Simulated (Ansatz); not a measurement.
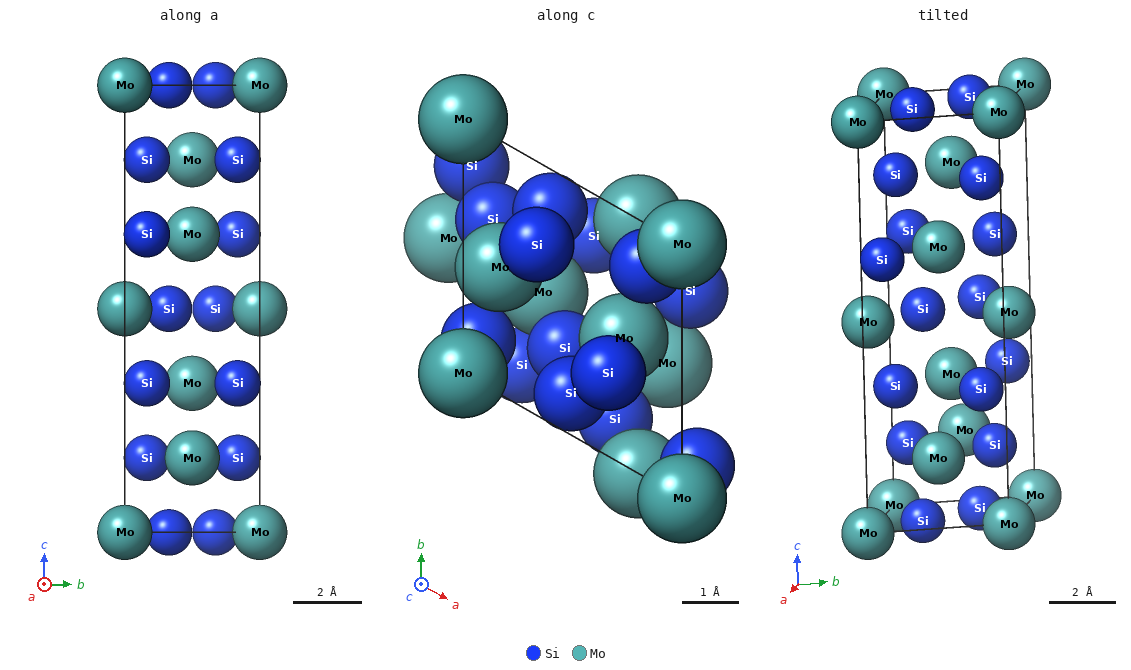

An orthographic spheres-only view of the structure, along the a axis, along the c axis and slightly off an axis. The lines enclose the unit cell; boundary atoms appear with their images.

Explain the picture.

The compound is Si2Mo. There is no symmetry operation other than the lattice translations (P1). In the cell are 12 Si, 6 Mo, which makes 6 formula units.

Starting structure: a structure listed in the Materials Project. The cell was then strained or its atoms displaced on purpose. It was run through Ansatz as a DFT input.

At this level of theory the run's own cell isn't at rest (forces up to 2.5 eV/Å), so its distances can differ from those at equilibrium, the more so the softer the solid.
